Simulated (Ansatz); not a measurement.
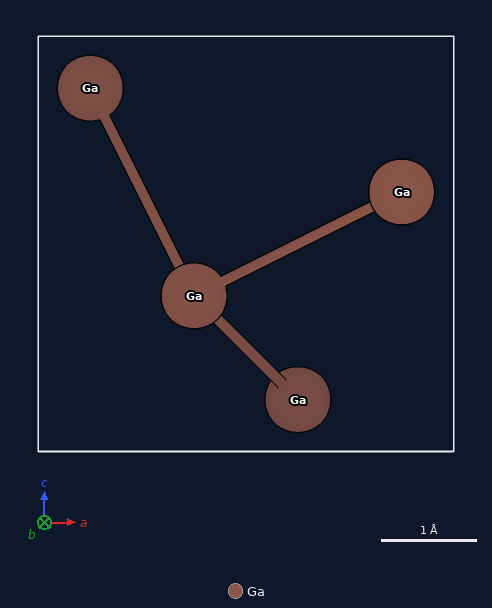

Normal modes of a crystal of Ga (a generated structure), at the zone centre. Style: ball-and-stick. Shown: the cell of the calculation, along the b axis.

These are results of DFT PBE, scalar-relativistic, plane waves, PAW (Ansatz 0.2.0), not measurements.

Input
```yaml
crystal:
  lattice:
    - [4.37000636, 0.0, 0.0]
    - [0.0, 4.37000636, 0.0]
    - [0.0, 0.0, 4.37000636]
  atoms:
    - { symbol: Ga, position: [0.875, 0.125, 0.625] }
    - { symbol: Ga, position: [0.375, 0.375, 0.375] }
    - { symbol: Ga, position: [0.125, 0.625, 0.875] }
    - { symbol: Ga, position: [0.625, 0.875, 0.125] }
basis:
  ecutwfc: 420
kpoints:
  mp_grid: { grid: [10, 10, 10] }
hamiltonian:
  xc: pbe
scf:
  occupations: { method: fermi_dirac, width: 0.15 }
output:
  eigenvalues: true
phonons:
  method: dfpt
  eigenvectors: true
  qmesh: [2, 2, 2]
  temperatures: { t_max: 1000, t_step: 100 }
  qpath:
    path:
      - [[0.0, 0.0, 0.0], [0.0, 0.5, 0.0], [0.5, 0.5, 0.0], [0.0, 0.0, 0.0], [0.5, 0.5, 0.5], [0.0, 0.5, 0.0]]
      - [[0.5, 0.5, 0.5], [0.5, 0.5, 0.0]]
    npoints: 8
```

Command:
```bash
ansatz run input.yaml --threads 1 --pin off --max-ram 2560MiB --backend cpu --events-out ev --progress --plain --runs-dir out
```

The frequencies depend somewhat on the k-mesh and the smearing.

Question: Give the spectrum at this point.

Answer: The calculation's cell holds 4 atoms, so there are 9 optical modes, in 4 levels. The optical modes span A₂ + E + T₁ + T₂. The lowest is so near zero that its sign isn't certain.

| level | symmetry | frequency (cm⁻¹) | activity |
| --- | --- | --- | --- |
| 1 | A₂ | 14i | silent |
| 2 | E | 86 | Raman-active |
| 3 | T₁ | 126 | infrared-active |
| 4 | T₂ | 181 | Raman-active |

The crystal is a metal, so free carriers screen the infrared response.

The modes drawn as arrows (one member of each degenerate set):

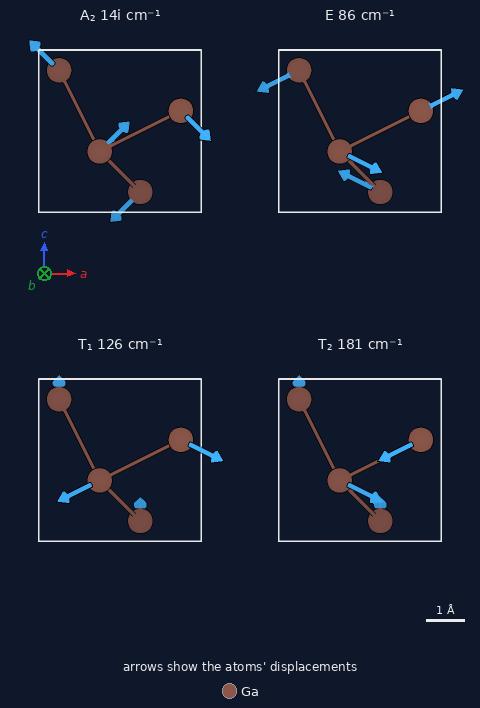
